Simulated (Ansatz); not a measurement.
**Nudged elastic band, with input and output: Al (part 2 of 2)**

The same run, continued: Al (defect cell, 26 atoms in the cell); DFT PBE, scalar-relativistic, plane waves, PAW, no spin polarisation (Ansatz 0.2.0); cutoff 420 eV, 3×3×3 k-mesh, Gaussian smearing of 0.1 eV. The structure derives from an entry of the Crystallography Open Database.

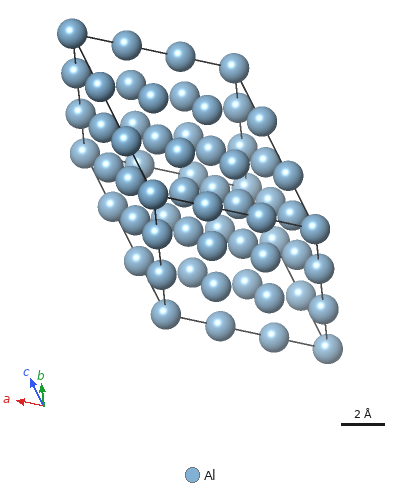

Figure 1. The input geometry (spheres-only view of the cell of the calculation, seen at an oblique angle).

## Output, continued
```
  k-point 0: bands = ["-3.3990", "-0.5819", "-0.5767", "-0.5598", "-0.4856", "-0.4597", "-0.4506", "-0.2069", "-0.1222", "0.3452", "0.4762", "0.5548", "0.5766", "0.7888", "1.1935", "4.1610", "4.2063", "4.2810", "4.3141", "4.3366", "4.3961", "4.4381", "4.4573", "4.4603", "4.6096", "4.7650", "5.0011", "6.4260", "6.5149", "6.5275", "6.5348", "6.5382", "6.5704", "6.5889", "6.7516", "6.9177", "6.9411", "6.9587", "7.2262", "7.6413", "7.8918", "7.9289", "7.9687", "7.9695", "7.9776", "8.0033", "8.0112", "8.0960", "8.1392", "8.2076", "8.2377", "8.2457", "8.3119", "8.3727", "8.4426", "8.4735", "8.6679", "8.8110", "9.2748", "12.0345", "12.0824", "12.1131", "12.1281", "12.1517", "12.3612"]
  k-point 1: bands = ["-3.0759", "-2.0538", "-0.9014", "-0.7321", "-0.6994", "-0.5581", "-0.3826", "-0.2172", "0.4157", "0.6322", "0.8055", "1.8401", "1.9945", "2.0742", "2.1813", "2.2528", "2.3556", "2.6070", "4.2284", "4.3376", "4.5263", "4.5548", "4.6099", "4.7030", "4.7433", "4.8531", "4.8808", "4.9195", "5.4724", "5.5813", "5.6426", "5.8130", "5.9814", "6.1847", "6.8019", "6.9202", "6.9891", "7.0754", "7.2474", "7.2478", "7.3715", "7.5165", "7.5450", "8.4851", "8.5314", "8.5911", "9.4420", "9.5475", "9.5570", "9.5651", "9.7146", "9.7329", "9.8519", "9.9035", "9.9631", "10.0677", "10.1073", "10.3981", "10.4666", "10.6991", "10.8262", "10.8768", "11.0792", "11.2028", "11.8364"]
  k-point 2: bands = ["-3.0681", "-2.0809", "-0.8620", "-0.8079", "-0.7194", "-0.5337", "-0.3129", "-0.1632", "0.4515", "0.5838", "0.7508", "1.8064", "2.0099", "2.0995", "2.1211", "2.2172", "2.3316", "2.7005", "4.2192", "4.3482", "4.4204", "4.5451", "4.6552", "4.7081", "4.7905", "4.8573", "4.8801", "5.0468", "5.5173", "5.5869", "5.7296", "5.7497", "5.8462", "6.0081", "6.8553", "6.9616", "7.0065", "7.2105", "7.2691", "7.2965", "7.3346", "7.4054", "7.5511", "8.4907", "8.5547", "8.6089", "9.4500", "9.5310", "9.5618", "9.6283", "9.6363", "9.6575", "9.7972", "9.8011", "10.0031", "10.1245", "10.1302", "10.3007", "10.5565", "10.6656", "10.8215", "10.8593", "11.1812", "11.2559", "11.7643"]
  k-point 13: bands = ["-2.5520", "-2.1960", "-2.1405", "-1.2000", "-1.1291", "0.1178", "0.3721", "0.4076", "0.5321", "0.5840", "1.3937", "1.5556", "2.6348", "2.6838", "2.7020", "2.7174", "2.9483", "3.0016", "3.0573", "3.0704", "3.1811", "3.3375", "3.9664", "4.0072", "4.1003", "4.2712", "5.0737", "5.1915", "5.2435", "5.6278", "5.6486", "5.6901", "5.8266", "6.4351", "7.4269", "7.4999", "7.6957", "7.7492", "7.8015", "7.8667", "7.9732", "8.0967", "8.1343", "8.1925", "8.6737", "8.7344", "8.9198", "9.0175", "9.1619", "9.2341", "9.5958", "9.6308", "9.9146", "10.0557", "10.1585", "10.2411", "10.7042", "10.7643", "10.8564", "10.9012", "11.3819", "11.4358", "11.4834", "11.6873", "11.8067"]
this run last wrote the band of iteration 4 to [file]
--- NEB band (7 images, 4 band iterations, 129 SCF iterations) ---
  forward barrier  = 0.455455 eV
  backward barrier = 0.455455 eV
  lagrangian_above_aufbau_ev (what the smearing adds, to first order; not taken off the barriers): saddle image -0.038694 eV, end points -0.067574 and -0.067574 eV
  climbing image's point = of an order that was not read
  energies are F+E_penalty+E_count in eV, relative to image 0
  image     s (Å)  Δ vs image 0  max|band force component| (eV/Å)
      0    0.0000      0.000000                                 —
      1    0.5025      0.112004                          4.635e-3
      2    1.0047      0.338252                          6.846e-3
  *   3    1.5072      0.455455                          6.115e-3
      4    2.0097      0.338252                          6.846e-3
      5    2.5119      0.112003                          4.635e-3
      6    3.0144      0.000000                                 —
  climbing-image geometry (image 3):
  cell:  # Å, volume = 445.5717 Å³
    - [0.0, 6.062185216, -6.062185216]
    - [6.062185216, 6.062185216, 0.0]
    - [6.062185216, 0.0, -6.062185216]
  atoms:
    - { symbol: Al, position: [0.6666666636831211, 0.1666666689070755, 0.6666666686845315] }
    - { symbol: Al, position: [0.6666666689574168, 0.6666666622025912, 0.6666666683528257] }
    - { symbol: Al, position: [0.3437852762102186, 1.0007526210518565, 0.6676726181015421] }
    - { symbol: Al, position: [0.31335359558661857, 0.34717328861882824, 0.6589664853045932] }
    - { symbol: Al, position: [0.34378526729377945, 0.654456158135834, 0.6676726151476559] }
    - { symbol: Al, position: [0.019979729993521433, -0.01383995493268203, 0.6743668524125379] }
    - { symbol: Al, position: [-0.010451940234310453, 0.3325807128511827, 0.6656607190160222] }
    - { symbol: Al, position: [-0.010451942812089277, 0.6788771762182634, 0.665660722192607] }
    - { symbol: Al, position: [0.6676726150489773, 1.0007526146140933, 0.3437852863037012] }
    - { symbol: Al, position: [0.6589664812261873, 0.3471732886317839, 0.31335359908667654] }
    - { symbol: Al, position: [0.6676726127740245, 0.6544561550813239, 0.34378527901013106] }
    - { symbol: Al, position: [0.33031246066628317, 0.003020867002566041, 0.3303124662394682] }
    - { symbol: Al, position: [0.32749807157447053, 0.337718143483011, 0.32749807943486975] }
    - { symbol: Al, position: [0.32749806833968576, 0.6739523763177402, 0.32749807439259326] }
    - { symbol: Al, position: [-0.009585606092743726, 0.00449463859932997, 0.34291894608189416] }
    - { symbol: Al, position: [-0.009585609007088908, 0.3288386914313248, 0.3429189464685094] }
    - { symbol: Al, position: [-0.004218074595970039, 0.66666666188418, 0.337551412570275] }
    - { symbol: Al, position: [0.6743668546079756, -0.013839955317777486, 0.019979729270333757] }
    - { symbol: Al, position: [0.665660722891767, 0.33258071620802926, -0.010451951459904463] }
    - { symbol: Al, position: [0.6656607236884227, 0.6788771830258311, -0.01045195419036793] }
    - { symbol: Al, position: [0.34291894242845233, 0.0044946444972154, -0.009585612283119577] }
    - { symbol: Al, position: [0.3429189433602539, 0.3288386948539748, -0.009585616298382227] }
    - { symbol: Al, position: [0.3375514091667711, 0.6666666665133179, -0.004218078019879334] }
    - { symbol: Al, position: [0.005835262678025485, -0.0043848110450833335, 0.005835257308873185] }
    - { symbol: Al, position: [0.0030208730731906734, 0.3303124684119181, 0.0030208631888815245] }
    - { symbol: Al, position: [0.005835263093039084, 0.6593809559542696, 0.005835257283130085] }
```

## The last band as extended XYZ (Å, eV, eV/Å)
```
26
Lattice="0.0000 6.0622 -6.0622 6.0622 6.0622 0.0000 6.0622 0.0000 -6.0622" Properties=species:S:1:pos:R:3:forces:R:3 image=0 energy=-13973.65803
Al    4.0709    4.0709   -8.0829    0.0031   0.0031   0.0000
Al    8.0535    8.0535   -8.0829   -0.0031  -0.0031   0.0000
Al   10.1181    8.0684   -6.0767    0.0016  -0.0016  -0.0016
Al    6.0622    4.0709   -6.0916    0.0000   0.0031  -0.0031
Al    8.0535    6.0622   -6.0916   -0.0031   0.0000  -0.0031
Al    4.0709    0.0000   -4.0120    0.0031   0.0000   0.0031
Al    6.0622    1.9913   -4.0120    0.0000  -0.0031   0.0031
Al    8.0684    4.0559   -4.0270   -0.0016   0.0016   0.0016
Al    8.0684   10.1181   -6.0767   -0.0016   0.0016  -0.0016
Al    4.0709    6.0622   -6.0916    0.0031   0.0000  -0.0031
Al    6.0622    8.0535   -6.0916    0.0000  -0.0031  -0.0031
Al    2.0063    2.0063   -4.0270   -0.0016  -0.0016   0.0016
Al    4.0559    4.0559   -4.0270    0.0016   0.0016   0.0016
Al    6.0622    6.0622   -4.0306    0.0000   0.0000  -0.0125
Al    2.0098    0.0000   -2.0207    0.0125   0.0000   0.0000
Al    4.0709    1.9913   -2.0207    0.0031  -0.0031   0.0000
Al    6.0622    4.0524   -2.0207    0.0000  -0.0125   0.0000
Al    0.0000    4.0709   -4.0120    0.0000   0.0031   0.0031
Al    1.9913    6.0622   -4.0120   -0.0031   0.0000   0.0031
Al    4.0559    8.0684   -4.0270    0.0016  -0.0016   0.0016
Al    0.0000    2.0098   -2.0207    0.0000   0.0125   0.0000
Al    1.9913    4.0709   -2.0207   -0.0031   0.0031   0.0000
Al    4.0524    6.0622   -2.0207   -0.0125   0.0000   0.0000
Al    0.0000    0.0000   -0.0109    0.0000   0.0000   0.0125
Al    2.0063    2.0063   -0.0145   -0.0016  -0.0016  -0.0016
Al    4.0559    4.0559   -0.0145    0.0016   0.0016  -0.0016
26
Lattice="0.0000 6.0622 -6.0622 6.0622 6.0622 0.0000 6.0622 0.0000 -6.0622" Properties=species:S:1:pos:R:3:forces:R:3 image=1 energy=-13973.54603
Al    4.3576    4.3576   -8.0829   -0.2615  -0.2615   0.0000
Al    8.0439    8.0439   -8.0829    0.0023   0.0023   0.0000
Al   10.1157    8.1246   -6.1317    0.0138  -0.0105   0.0055
Al    6.0934    4.0528   -5.9799   -0.0026   0.0335  -0.0534
Al    8.0360    6.0597   -6.0962    0.0205   0.0135   0.0146
Al    4.0528    0.0312   -4.1238    0.0335  -0.0026   0.0534
Al    6.0597    1.9738   -4.0075    0.0135   0.0205  -0.0146
Al    8.1246    4.0536   -3.9720   -0.0105   0.0138  -0.0055
Al    8.1246   10.1157   -6.1317   -0.0105   0.0138   0.0055
Al    4.0528    6.0934   -5.9799    0.0335  -0.0026  -0.0534
Al    6.0597    8.0360   -6.0962    0.0135   0.0205   0.0146
Al    2.0096    2.0096   -4.0238    0.0074   0.0074  -0.0062
Al    4.0410    4.0410   -3.9910    0.0159   0.0159  -0.0107
Al    6.0665    6.0665   -3.9915    0.0074   0.0074  -0.0120
Al    2.0463   -0.0012   -2.0207   -0.0164   0.0215   0.0000
Al    4.0775    1.9443   -2.0207    0.0148   0.0212   0.0000
Al    6.0728    4.0273   -2.0207    0.0019   0.0184   0.0000
Al    0.0312    4.0528   -4.1238   -0.0026   0.0335   0.0534
Al    1.9738    6.0597   -4.0075    0.0205   0.0135  -0.0146
Al    4.0536    8.1246   -3.9720    0.0138  -0.0105  -0.0055
Al   -0.0012    2.0463   -2.0207    0.0215  -0.0164   0.0000
Al    1.9443    4.0775   -2.0207    0.0212   0.0148   0.0000
Al    4.0273    6.0728   -2.0207    0.0184   0.0019   0.0000
Al    0.0043    0.0043   -0.0499    0.0074   0.0074   0.0120
Al    2.0096    2.0096   -0.0176    0.0074   0.0074   0.0062
Al    4.0410    4.0410   -0.0505    0.0159   0.0159   0.0107
26
Lattice="0.0000 6.0622 -6.0622 6.0622 6.0622 0.0000 6.0622 0.0000 -6.0622" Properties=species:S:1:pos:R:3:forces:R:3 image=2 energy=-13973.31978
Al    4.6979    4.6979   -8.0829   -0.2836  -0.2836   0.0000
Al    8.0532    8.0532   -8.0829   -0.0127  -0.0127   0.0000
Al   10.1145    8.1488   -6.1417    0.0157   0.0086  -0.0141
Al    6.1073    4.0268   -5.9165    0.0167   0.0313  -0.0215
Al    8.0235    6.0540   -6.1143    0.0162   0.0098   0.0105
Al    4.0268    0.0451   -4.1871    0.0313   0.0167   0.0215
Al    6.0540    1.9613   -3.9894    0.0098   0.0162  -0.0105
Al    8.1488    4.0523   -3.9620    0.0086   0.0157   0.0141
Al    8.1488   10.1145   -6.1417    0.0086   0.0157  -0.0141
Al    4.0268    6.1073   -5.9165    0.0313   0.0167  -0.0215
Al    6.0540    8.0235   -6.1143    0.0098   0.0162   0.0105
Al    2.0135    2.0135   -4.0117    0.0045   0.0045   0.0011
Al    4.0348    4.0348   -3.9759    0.0141   0.0141  -0.0008
Al    6.0700    6.0700   -3.9756    0.0086   0.0086  -0.0011
Al    2.0777   -0.0165   -2.0207   -0.0160   0.0217   0.0000
Al    4.0778    1.9271   -2.0207    0.0173   0.0039   0.0000
Al    6.0829    4.0175   -2.0207    0.0050   0.0131   0.0000
Al    0.0451    4.0268   -4.1871    0.0167   0.0313   0.0215
Al    1.9613    6.0540   -3.9894    0.0162   0.0098  -0.0105
Al    4.0523    8.1488   -3.9620    0.0157   0.0086   0.0141
Al   -0.0165    2.0777   -2.0207    0.0217  -0.0160   0.0000
Al    1.9271    4.0778   -2.0207    0.0039   0.0173   0.0000
Al    4.0175    6.0829   -2.0207    0.0131   0.0050   0.0000
Al    0.0078    0.0078   -0.0658    0.0086   0.0086   0.0010
Al    2.0135    2.0135   -0.0297    0.0045   0.0045  -0.0011
Al    4.0348    4.0348   -0.0656    0.0141   0.0141   0.0008
26
Lattice="0.0000 6.0622 -6.0622 6.0622 6.0622 0.0000 6.0622 0.0000 -6.0622" Properties=species:S:1:pos:R:3:forces:R:3 image=3 energy=-13973.20257
Al    5.0518    5.0518   -8.0829    0.0000   0.0000   0.0000
Al    8.0829    8.0829   -8.0829    0.0000   0.0000   0.0000
Al   10.1143    8.1508   -6.1316    0.0050   0.0013  -0.0060
Al    6.0994    4.0042   -5.8944    0.0006  -0.0006  -0.0018
Al    8.0150    6.0515   -6.1316   -0.0013  -0.0050  -0.0060
Al    4.0042    0.0372   -4.2093   -0.0006   0.0006   0.0018
Al    6.0515    1.9528   -3.9720   -0.0050  -0.0013   0.0060
Al    8.1508    4.0521   -3.9720    0.0013   0.0050   0.0060
Al    8.1508   10.1143   -6.1316    0.0013   0.0050  -0.0060
Al    4.0042    6.0994   -5.8944   -0.0006   0.0006  -0.0018
Al    6.0515    8.0150   -6.1316   -0.0050  -0.0013  -0.0060
Al    2.0207    2.0207   -4.0048    0.0000   0.0000   0.0061
Al    4.0327    4.0327   -3.9707    0.0020   0.0020   0.0041
Al    6.0710    6.0710   -3.9707   -0.0020  -0.0020   0.0041
Al    2.1061   -0.0309   -2.0207   -0.0029  -0.0003   0.0000
Al    4.0723    1.9354   -2.0207    0.0003   0.0029   0.0000
Al    6.0878    4.0159   -2.0207   -0.0017   0.0017   0.0000
Al    0.0372    4.0042   -4.2093    0.0006  -0.0006   0.0018
Al    1.9528    6.0515   -3.9720   -0.0013  -0.0050   0.0060
Al    4.0521    8.1508   -3.9720    0.0050   0.0013   0.0060
Al   -0.0309    2.1061   -2.0207   -0.0003  -0.0029   0.0000
Al    1.9354    4.0723   -2.0207    0.0029   0.0003   0.0000
Al    4.0159    6.0878   -2.0207    0.0017  -0.0017   0.0000
Al    0.0088    0.0088   -0.0707   -0.0020  -0.0020  -0.0041
Al    2.0207    2.0207   -0.0366    0.0000   0.0000  -0.0061
Al    4.0327    4.0327   -0.0707    0.0020   0.0020  -0.0041
26
Lattice="0.0000 6.0622 -6.0622 6.0622 6.0622 0.0000 6.0622 0.0000 -6.0622" Properties=species:S:1:pos:R:3:forces:R:3 image=4 energy=-13973.31978
Al    5.4058    5.4058   -8.0829    0.2836   0.2836   0.0000
Al    8.1126    8.1126   -8.0829    0.0127   0.0127   0.0000
Al   10.1119    8.1423   -6.1143   -0.0098  -0.0162   0.0105
Al    6.0768    3.9964   -5.9165   -0.0313  -0.0167  -0.0215
Al    8.0171    6.0513   -6.1417   -0.0086  -0.0157  -0.0141
Al    3.9964    0.0146   -4.1871   -0.0167  -0.0313   0.0215
Al    6.0513    1.9549   -3.9620   -0.0157  -0.0086   0.0141
Al    8.1423    4.0497   -3.9894   -0.0162  -0.0098  -0.0105
Al    8.1423   10.1119   -6.1143   -0.0162  -0.0098   0.0105
Al    3.9964    6.0768   -5.9165   -0.0167  -0.0313  -0.0215
Al    6.0513    8.0171   -6.1417   -0.0157  -0.0086  -0.0141
Al    2.0280    2.0280   -4.0117   -0.0045  -0.0045   0.0011
Al    4.0336    4.0336   -3.9756   -0.0086  -0.0086  -0.0011
Al    6.0689    6.0689   -3.9759   -0.0141  -0.0141  -0.0008
Al    2.1143   -0.0364   -2.0207   -0.0039  -0.0173   0.0000
Al    4.0580    1.9637   -2.0207   -0.0217   0.0160   0.0000
Al    6.0861    4.0207   -2.0207   -0.0131  -0.0050   0.0000
Al    0.0146    3.9964   -4.1871   -0.0313  -0.0167   0.0215
Al    1.9549    6.0513   -3.9620   -0.0086  -0.0157   0.0141
Al    4.0497    8.1423   -3.9894   -0.0098  -0.0162  -0.0105
Al   -0.0364    2.1143   -2.0207   -0.0173  -0.0039   0.0000
Al    1.9637    4.0580   -2.0207    0.0160  -0.0217   0.0000
Al    4.0207    6.0861   -2.0207   -0.0050  -0.0131   0.0000
Al    0.0067    0.0067   -0.0656   -0.0141  -0.0141   0.0008
Al    2.0280    2.0280   -0.0297   -0.0045  -0.0045  -0.0011
Al    4.0336    4.0336   -0.0658   -0.0086  -0.0086   0.0011
26
Lattice="0.0000 6.0622 -6.0622 6.0622 6.0622 0.0000 6.0622 0.0000 -6.0622" Properties=species:S:1:pos:R:3:forces:R:3 image=5 energy=-13973.54603
Al    5.7460    5.7460   -8.0829    0.2615   0.2615   0.0000
Al    8.1220    8.1220   -8.0829   -0.0023  -0.0023   0.0000
Al   10.1062    8.1298   -6.0962   -0.0135  -0.0205   0.0146
Al    6.0509    4.0102   -5.9799   -0.0335   0.0026  -0.0534
Al    8.0412    6.0501   -6.1317    0.0105  -0.0138   0.0055
Al    4.0102   -0.0113   -4.1238    0.0026  -0.0335   0.0534
Al    6.0501    1.9790   -3.9720   -0.0138   0.0105  -0.0055
Al    8.1298    4.0440   -4.0075   -0.0205  -0.0135  -0.0146
Al    8.1298   10.1062   -6.0962   -0.0205  -0.0135   0.0146
Al    4.0102    6.0509   -5.9799    0.0026  -0.0335  -0.0534
Al    6.0501    8.0412   -6.1317   -0.0138   0.0105   0.0055
Al    2.0319    2.0319   -4.0238   -0.0074  -0.0074  -0.0062
Al    4.0372    4.0372   -3.9915   -0.0074  -0.0074  -0.0120
Al    6.0626    6.0626   -3.9910   -0.0159  -0.0159  -0.0107
Al    2.0972   -0.0361   -2.0207   -0.0212  -0.0148   0.0000
Al    4.0427    1.9952   -2.0207   -0.0215   0.0164   0.0000
Al    6.0764    4.0309   -2.0207   -0.0184  -0.0019   0.0000
Al   -0.0113    4.0102   -4.1238   -0.0335   0.0026   0.0534
Al    1.9790    6.0501   -3.9720    0.0105  -0.0138  -0.0055
Al    4.0440    8.1298   -4.0075   -0.0135  -0.0205  -0.0146
Al   -0.0361    2.0972   -2.0207   -0.0148  -0.0212   0.0000
Al    1.9952    4.0427   -2.0207    0.0164  -0.0215   0.0000
Al    4.0309    6.0764   -2.0207   -0.0019  -0.0184   0.0000
Al    0.0005    0.0005   -0.0505   -0.0159  -0.0159   0.0107
Al    2.0319    2.0319   -0.0176   -0.0074  -0.0074   0.0062
Al    4.0372    4.0372   -0.0499   -0.0074  -0.0074   0.0120
26
Lattice="0.0000 6.0622 -6.0622 6.0622 6.0622 0.0000 6.0622 0.0000 -6.0622" Properties=species:S:1:pos:R:3:forces:R:3 image=6 energy=-13973.65803
Al    6.0328    6.0328   -8.0829   -0.0031  -0.0031   0.0000
Al    8.1123    8.1123   -8.0829    0.0031   0.0031   0.0000
Al   10.1036    8.1123   -6.0916    0.0000   0.0031  -0.0031
Al    6.0328    4.0415   -6.0916   -0.0031   0.0000  -0.0031
Al    8.0974    6.0477   -6.0767    0.0016  -0.0016  -0.0016
Al    4.0415   -0.0294   -4.0120    0.0000  -0.0031   0.0031
Al    6.0477    2.0352   -4.0270   -0.0016   0.0016   0.0016
Al    8.1123    4.0415   -4.0120    0.0031   0.0000   0.0031
Al    8.1123   10.1036   -6.0916    0.0031   0.0000  -0.0031
Al    4.0415    6.0328   -6.0916    0.0000  -0.0031  -0.0031
Al    6.0477    8.0974   -6.0767   -0.0016   0.0016  -0.0016
Al    2.0352    2.0352   -4.0270    0.0016   0.0016   0.0016
Al    4.0415    4.0415   -4.0306    0.0000   0.0000  -0.0125
Al    6.0477    6.0477   -4.0270   -0.0016  -0.0016   0.0016
Al    2.0501   -0.0294   -2.0207    0.0031  -0.0031   0.0000
Al    4.0415    2.0316   -2.0207    0.0000  -0.0125   0.0000
Al    6.0513    4.0415   -2.0207    0.0125   0.0000   0.0000
Al   -0.0294    4.0415   -4.0120   -0.0031   0.0000   0.0031
Al    2.0352    6.0477   -4.0270    0.0016  -0.0016   0.0016
Al    4.0415    8.1123   -4.0120    0.0000   0.0031   0.0031
Al   -0.0294    2.0501   -2.0207   -0.0031   0.0031   0.0000
Al    2.0316    4.0415   -2.0207   -0.0125   0.0000   0.0000
Al    4.0415    6.0513   -2.0207    0.0000   0.0125   0.0000
Al   -0.0145   -0.0145   -0.0145   -0.0016  -0.0016  -0.0016
Al    2.0352    2.0352   -0.0145    0.0016   0.0016  -0.0016
Al    4.0415    4.0415   -0.0109    0.0000   0.0000   0.0125
```
